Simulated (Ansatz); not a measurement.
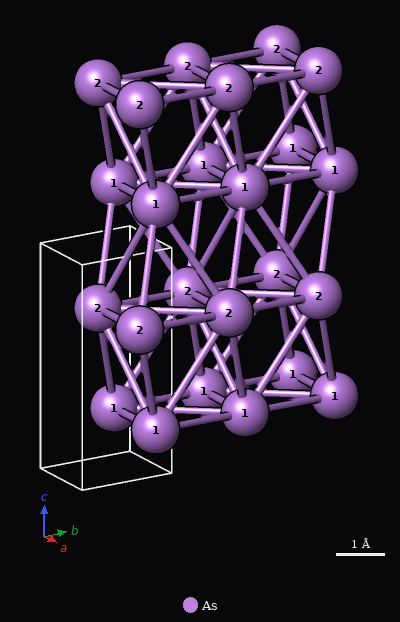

Fig. 1: The structure as given in the input (ball-and-stick view of the cell of the calculation, repeated 2 × 3 × 2, seen slightly off an axis; atoms are numbered from 1 in the order of the input).

Single-point calculation of As

The run: single-point calculation of As (2 atoms in the cell). Method and program: DFT, PBE, plane waves, PAW, spin-polarised (Ansatz 0.2.0).

Figures and captions count atoms from 1; the log counts them from 0 in places.

## Output
```
Warning: scf.convergence.dr2_threshold = 1e-4 eV is looser than this run's default, which is 1e-7 eV or tighter. The error in the forces grows as the threshold's square root, so leave the key out unless less accurate forces are enough
Warning: output.stress: scf.convergence.dr2_threshold = 1e-4 eV is looser than the 2e-10 eV advised for a printed stress (1e-10 eV for each atom of the cell: 2). What an SCF threshold leaves in a stress goes as its square root, and in the free energy as the threshold itself, and one threshold admits the most on a small cell: of the crystals measured, under no hybrid functional and no lock of the moments, on runs that ended without the residual-converged pass, on stresses that held no estimate of that error, the worst erred by over 100 MPa in a component at 1e-7 eV an atom and by under 5 at 1e-10. Set scf.convergence.dr2_threshold to 2e-10 eV or tighter. The threshold is an SCF's pass mark: one that does not reach it within its budget of iterations ends unconverged, or closes short of it on a stop that the run arms, and scf.convergence.dr2_threshold's page says what that costs each kind of run
Engine: ansatz 0.2.0, x86_64-unknown-linux-gnu
Pseudopotentials: kind: paw
Pseudopotential: As, paw, valence charge 15, recommended cutoff 420 eV (normal), As.paw.azcp
Functional definition: PBE
  parameter kappa = 0.804
  parameter beta = 0.06672455060314922
  exchange = pbe_x(kappa = kappa, mu = beta*pi^2/3)
  correlation = pbe_c(beta = beta)
Crystal: 2 atoms, lattice volume = 34.140 Å³
Basis set: ecut = 420 eV, 665 PW (Γ), exchange–correlation on 40×40×72 points (8 copies of the dense FFT grid, shifted against one another)
Bands: 19, of which v1, the nominal top of the filled ones, is band 15 counted from 1 (14 counted from 0)
Symmetry: 24 space group operations
Space group: P63/mmc (ITA 194), of the structure as read, at distance tolerance 3.2e-5 Å
k-points: 84 of 1183
Non-local potential: As, projectors of the file, l = 0: 2, l = 1: 2, l = 2: 3, l = 3: 1
PAW form: soft (Blöchl's): semilocal exchange-correlation on the pseudo side does not see the compensation charge
PAW one-centre angular grid: As, 590 points (default); XC on 64 Gauss nodes
Initial density: superposition of atomic densities (chi_scale 0.1, normalization cell)
Initial wavefunctions: pseudopotential atomic-orbital guess
Functional: x = pbe(κ = 0.804, μ = 0.2195149727645171), c = pbe(β = 0.06672455060314922)
iter 1 solved again at ethr=9.62e-5 eV; its pass at ethr=3.10e-3 eV (dr2=2.89e-2 eV) is discarded
SCF iter   1: F=—  HF=-9710.068441 eV  |F-HF|=—  |Δ(HF+E_count)|=         —  Δρ=2.54e-2 (↑2.28e-2 ↓2.54e-2)  dr2=2.46e-2  dr2_m=1.75e-1  M=1.462 μB ∫|m|=1.474 μB  ethr=9.62e-5  ⟨swp⟩=1.0  Hψ=8980  notcnv=0
Mixer restart at iter 1: flushing history
SCF iter   2: F=—  HF=-9710.927259 eV  |F-HF|=—  |Δ(HF+E_count)|=         —  Δρ=1.95e-2 (↑1.95e-2 ↓1.67e-2)  dr2=2.80e-2  dr2_m=9.55e-2  M=0.384 μB ∫|m|=0.392 μB  β_m=0.30  ethr=8.19e-5  ⟨swp⟩=4.2  Hψ=9217  notcnv=0  defer=22
preconditioner: auto → Kerker (q_TF=auto, 2.670 Å⁻¹)  [metal: Δε(μ)=0.018 eV  Ē_g=10.675 eV  σ=0.100 eV  W_gap=0.05  n_scr=10 (ndim 8)  ℏωp=20.1 eV  f_vac=0.000  D(μ)=1.08/eV (n_scr^D=2)]
spin=Collinear: Kerker preconditioning applied to the charge; magnetization (m = ρ↑ − ρ↓) channel mixes plain (no charge-response kernel on spin).
SCF iter   3: F=—  HF=-9710.994323 eV  |F-HF|=—  |Δ(HF+E_count)|=   6.71e-2  Δρ=1.51e-2 (↑1.51e-2 ↓1.30e-2)  dr2=1.87e-2  dr2_m=5.69e-2  M=0.306 μB ∫|m|=0.312 μB  β_m=0.65  ethr=8.19e-5  ⟨swp⟩=1.0  Hψ=3872  notcnv=0  defer=14
SCF iter   4: F=—  HF=-9711.096134 eV  |F-HF|=—  |Δ(HF+E_count)|=   1.02e-1  Δρ=1.00e-3 (↑9.57e-4 ↓1.00e-3)  dr2=3.26e-4  dr2_m=2.18e-4  M=0.022 μB ∫|m|=0.023 μB  β_m=0.82  ethr=6.22e-5  ⟨swp⟩=2.1  Hψ=5569  notcnv=0  defer=14
Mixer restart at iter 4: flushing history
SCF iter   5: F=—  HF=-9711.096556 eV  |F-HF|=—  |Δ(HF+E_count)|=         —  Δρ=1.85e-4 (↑1.85e-4 ↓1.85e-4)  dr2=4.43e-5  dr2_m=0.00e0  M=0.000 μB ∫|m|=0.000 μB  β_m=0.82  ethr=1.09e-6  ⟨swp⟩=4.7  Hψ=5473  notcnv=0
SCF iter   6: F=-9711.096518 eV  HF=-9711.096537 eV  |F-HF|=1.85e-5  |Δ(HF+E_count)|=   1.88e-5  Δρ=5.75e-5 (↑5.75e-5 ↓5.75e-5)  dr2=3.59e-6  dr2_m=0.00e0  M=0.000 μB ∫|m|=0.000 μB  ethr=1.48e-7  ⟨swp⟩=10.2  Hψ=14667  notcnv=0
SCF 1 converged in 6 iterations: F = -9711.096518 eV  dr2 = 3.59e-6
  greatest PAW one-centre occupation: 0.999 electrons in one spin orbital (limit 2), on the As atom at site 1 (counted from 0), in its partial waves of l = 2
solved again in the potential of the output density, not every published eigenvalue holds within its bar: in spin ↑, 693 eigenvalues moved, the lowest at band 0; the one that moved furthest (k=26, band 8), published at -21.733 eV, moved by 0.0101 eV, against a bar of 0.0100 eV; in spin ↓, 693 eigenvalues moved, the lowest at band 0; the one that moved furthest (k=26, band 8), published at -21.733 eV, moved by 0.0101 eV, against a bar of 0.0100 eV (bands and k-points counted from 0; bands.shift_under_output_density.table_levels in the report). At each k-point, in each spin channel, the i-th published eigenvalue, in ascending order, is compared with the i-th on the output side: "moved" is said of an eigenvalue by its index, where the two differ by more than its bar. The level there was still moving when the self-consistency loop ended, or the two rows pair different levels: a move about equal to the distance to the next published one (band + 1 or band - 1 at that k-point) is a sign that the rows do. An eigenvalue that was not read stands at or over a band that did not come within the tolerance in that solve, or its shift or its bar came out as no number: whether it is settled is not known. No published value changes. The table publishes no pair of band edges (a metal's, for one, or one whose gap the smearing's tails bridge, one under two Fermi levels, one with no empty band)
NSCF: frozen V_eff on 65 k-points
SCF converged after 6 iterations
Magnetization: 0.0000 μB (15.0000 up, 15.0000 down)
Absolute magnetization: 0.0000 μB (∫|ρ↑−ρ↓|)
Spin contamination: 0.0000 ħ² per cell (⟨S²⟩ above its minimum at these occupations)
Per-site moments (μB) at R_I (Å): [(0.0, 1.1745216506067722), (0.0, 1.1745216506067722)]
Free energy (F): -9711.096518 eV
Harris-Foulkes:  -9711.096537 eV  (|F-HF|=1.85e-5)
Internal energy: -9711.055998 eV  (E = F + TS)
E sigma→0 (E₀):  -9711.076258 eV
Entropy (-TS):   -0.040521 eV (-20.260 meV/atom)
Fermi energy:    14.549628 eV
--- Per-component energies (eV) ---
  E_band       = -355.784771
  E_kinetic    = 207.991583
  E_local      = -2702.138440  (includes V_loc(G=0)·N_el)
  E_nonlocal   = -1342.053943
  E_hartree    = 1586.821659
  E_xc         = -160.552876
  E_vxc        = -161.205379  (∫ρ·V_xc dr)
  E_paw        = -3667.888111  (= ΣΔE_a)
  E_vpaw       = 467.898855  (= ΣTr[D̂ρ^β])
  E_aug_tail   = 0.000018  (compensation charges beyond the density's cutoff)
  E_ewald      = -3633.235890
  E_smearing   = -0.040521  (= −TS)
  E_closure    = 0.000000  (closes the sum)
  Σ components = -9711.096518   (vs F -9711.096518, Δ=0.00e0)
--- Forces (eV/Å), atoms counted from 1 ---
  atom   1  As     0.00000000    -0.00000000    -0.00000000
  atom   2  As    -0.00000000     0.00000000     0.00000000
  max |Σ_I F_I| component: 2.02e-18 eV/Å
--- Stress (GPa, compression-positive) ---
       13.173226      -0.000000      -0.000000
        0.000000      13.173226      -0.000000
       -0.000000      -0.000000      13.292383
  P = ⅓ Tr σ = 13.2129 GPa (132.129 kbar)
--- Band table (eV; the first three rows and the last of 168) ---
  k-point 0 ↑: bands = ["-21.7943", "-21.7904", "-21.7904", "-21.7877", "-21.7877", "-21.7857", "-21.7669", "-21.7669", "-21.7399", "-21.7399", "-1.6684", "2.9398", "6.8388", "19.7298", "19.7298", "20.4581", "21.4288", "21.4288", "25.5371"]
  k-point 1 ↑: bands = ["-21.7938", "-21.7909", "-21.7909", "-21.7882", "-21.7882", "-21.7861", "-21.7650", "-21.7650", "-21.7409", "-21.7409", "-1.5450", "2.3574", "7.6662", "19.1998", "19.8120", "19.8120", "21.3555", "21.3555", "25.6382"]
  k-point 2 ↑: bands = ["-21.7926", "-21.7917", "-21.7917", "-21.7894", "-21.7894", "-21.7872", "-21.7600", "-21.7600", "-21.7437", "-21.7437", "-1.1760", "1.2884", "9.4663", "16.7586", "20.0470", "20.0470", "21.1342", "21.1342", "25.9366"]
  k-point 83 ↓: bands = ["-21.7879", "-21.7879", "-21.7765", "-21.7681", "-21.7666", "-21.7648", "-21.7561", "-21.7557", "-21.7382", "-21.7365", "5.2033", "5.5172", "9.0080", "9.2354", "10.2322", "10.9215", "17.3404", "17.8899", "23.1966"]
--- Löwdin populations: 2 sites ---
  site symbol       q [e]    m [muB]
     0     As     14.9317     0.0000
     1     As     14.9317     0.0000
  spilling = 0.004555 (of n_electrons = 30.000000)
```

## File rho_z.tsv
```
# z_ang	rho[e/angstrom^3]	rho_spin[e/angstrom^3]
# format = ansatz-planar-average/11
# lattice	2.847325214	0.000000000	0.000000000
# lattice	-1.423662607	2.465855968	0.000000000
# lattice	0.000000000	0.000000000	4.862452862
# sites	2
# site	33	0.000000000	1.643903979	1.215613216
# site	33	1.423662607	0.821951989	3.646839647
0.000000	1.939374e-1	0.000000e0
0.135068	2.032813e-1	0.000000e0
0.270136	2.317195e-1	0.000000e0
0.405204	2.850263e-1	0.000000e0
0.540273	3.889518e-1	0.000000e0
0.675341	6.053672e-1	0.000000e0
0.810409	1.015324e0	0.000000e0
0.945477	1.620625e0	0.000000e0
1.080545	2.221373e0	0.000000e0
1.215613	2.480073e0	0.000000e0
1.350681	2.221373e0	0.000000e0
1.485749	1.620625e0	0.000000e0
1.620818	1.015324e0	0.000000e0
1.755886	6.053672e-1	0.000000e0
1.890954	3.889518e-1	0.000000e0
2.026022	2.850263e-1	0.000000e0
2.161090	2.317195e-1	0.000000e0
2.296158	2.032813e-1	0.000000e0
2.431226	1.939374e-1	0.000000e0
2.566295	2.032813e-1	0.000000e0
2.701363	2.317195e-1	0.000000e0
2.836431	2.850263e-1	0.000000e0
2.971499	3.889518e-1	0.000000e0
3.106567	6.053672e-1	0.000000e0
3.241635	1.015324e0	0.000000e0
3.376703	1.620625e0	0.000000e0
3.511772	2.221373e0	0.000000e0
3.646840	2.480073e0	0.000000e0
3.781908	2.221373e0	0.000000e0
3.916976	1.620625e0	0.000000e0
4.052044	1.015324e0	0.000000e0
4.187112	6.053672e-1	0.000000e0
4.322180	3.889518e-1	0.000000e0
4.457248	2.850263e-1	0.000000e0
4.592317	2.317195e-1	0.000000e0
4.727385	2.032813e-1	0.000000e0
```

## File v_z.tsv
```
# z_ang	v_es[eV]	v_tot_up[eV]	v_tot_dn[eV]
# format = ansatz-planar-average/11
# xc	pbe
# density_cutoff_ev	1680
# datasets	As=:simpson_from_first_knot:soft
# lattice	2.847325214	0.000000000	0.000000000
# lattice	-1.423662607	2.465855968	0.000000000
# lattice	0.000000000	0.000000000	4.862452862
# sites	2
# site	33	0.000000000	1.643903979	1.215613216
# site	33	1.423662607	0.821951989	3.646839647
0.000000	1.457345e1	5.251862e0	5.251862e0
0.135068	1.424067e1	4.805112e0	4.805112e0
0.270136	1.306558e1	3.289620e0	3.289620e0
0.405204	1.116338e1	8.646699e-1	8.646699e-1
0.540273	9.304176e0	-1.627532e0	-1.627532e0
0.675341	8.220706e0	-3.428367e0	-3.428367e0
0.810409	8.068881e0	-4.291428e0	-4.291428e0
0.945477	8.511590e0	-4.408621e0	-4.408621e0
1.080545	9.049440e0	-4.210906e0	-4.210906e0
1.215613	9.279351e0	-4.091768e0	-4.091768e0
1.350681	9.049440e0	-4.210906e0	-4.210906e0
1.485749	8.511590e0	-4.408621e0	-4.408621e0
1.620818	8.068881e0	-4.291428e0	-4.291428e0
1.755886	8.220706e0	-3.428367e0	-3.428367e0
1.890954	9.304176e0	-1.627532e0	-1.627532e0
2.026022	1.116338e1	8.646699e-1	8.646699e-1
2.161090	1.306558e1	3.289620e0	3.289620e0
2.296158	1.424067e1	4.805112e0	4.805112e0
2.431226	1.457345e1	5.251862e0	5.251862e0
2.566295	1.424067e1	4.805112e0	4.805112e0
2.701363	1.306558e1	3.289620e0	3.289620e0
2.836431	1.116338e1	8.646699e-1	8.646699e-1
2.971499	9.304176e0	-1.627532e0	-1.627532e0
3.106567	8.220706e0	-3.428367e0	-3.428367e0
3.241635	8.068881e0	-4.291428e0	-4.291428e0
3.376703	8.511590e0	-4.408621e0	-4.408621e0
3.511772	9.049440e0	-4.210906e0	-4.210906e0
3.646840	9.279351e0	-4.091768e0	-4.091768e0
3.781908	9.049440e0	-4.210906e0	-4.210906e0
3.916976	8.511590e0	-4.408621e0	-4.408621e0
4.052044	8.068881e0	-4.291428e0	-4.291428e0
4.187112	8.220706e0	-3.428367e0	-3.428367e0
4.322180	9.304176e0	-1.627532e0	-1.627532e0
4.457248	1.116338e1	8.646699e-1	8.646699e-1
4.592317	1.306558e1	3.289620e0	3.289620e0
4.727385	1.424067e1	4.805112e0	4.805112e0
```

The run was set up as follows.

## Input file
```yaml
crystal:
  lattice:
    - [2.8473252136, 0.0, 0.0]
    - [-1.4236626068, 2.4658559678, 0.0]
    - [0.0, 0.0, 4.8624528621]
  atoms:
    - { symbol: As, position: [0.3333333333, 0.6666666667, 0.25] }
    - { symbol: As, position: [0.6666666667, 0.3333333333, 0.75] }
kpoints:
  mp_grid: { grid: [13, 13, 7] }
  band_path:
    path:
      - [0.0, 0.0, 0.0]
      - [0.5, 0.0, 0.0]
      - [0.3333333333, 0.3333333333, 0.0]
      - [0.0, 0.0, 0.0]
      - [0.0, 0.0, 0.5]
      - [0.5, 0.0, 0.5]
      - [0.3333333333, 0.3333333333, 0.5]
      - [0.0, 0.0, 0.5]
      - [0.5, 0.0, 0.5]
    npoints: 8
scf:
  occupations: { method: fermi_dirac, width: 0.1 }
  convergence: { dr2_threshold: 0.0001 }
hamiltonian:
  xc: pbe
  pseudopotentials: { kind: paw }
output:
  forces: true
  stress: true
  eigenvalues: true
  populations: true
  write_density: true
  write_potential: true
  elf: true
  volumetric_format: npy
magnetization:
  spin_polarized: true
```

Run as:
```bash
ansatz run input.yaml --threads 1 --pin off --max-ram 2048MiB --backend cpu --events-out ev --progress --plain --runs-dir out
```

## Summary

```csv
quantity,value
outcome,converged
space group (tolerance 0.01 Å),P6₃/mmc (194)
electrons treated,30
free energy,−9711.0965 eV
Fermi energy,14.550 eV
net moment of the cell,0.00 μB
integrated absolute moment,0.00 μB
pressure,13.21 GPa
largest force (length of the vector),under 0.001 eV/Å
hardware,"1 thread of Intel Xeon @ 2.50GHz (Skylake/Cascade Lake), 64 GiB of memory available, shared host"
wall time,6.1 s
peak memory,0.4 GiB
```

Settings chosen away from the usual ones: kpoints.mp_grid.grid = [13, 13, 7], scf.convergence.dr2_threshold = 0.0001, magnetization = {"spin_polarized": true}. These settings are looser than, or depart from, a standard set-up, so the numbers are not reference values for this system. Notes on the run: the SCF threshold is loose for the printed forces; spin is on but no starting moments are given; the state was not tested for a lower one; the SCF threshold is looser than advised for the printed stress.
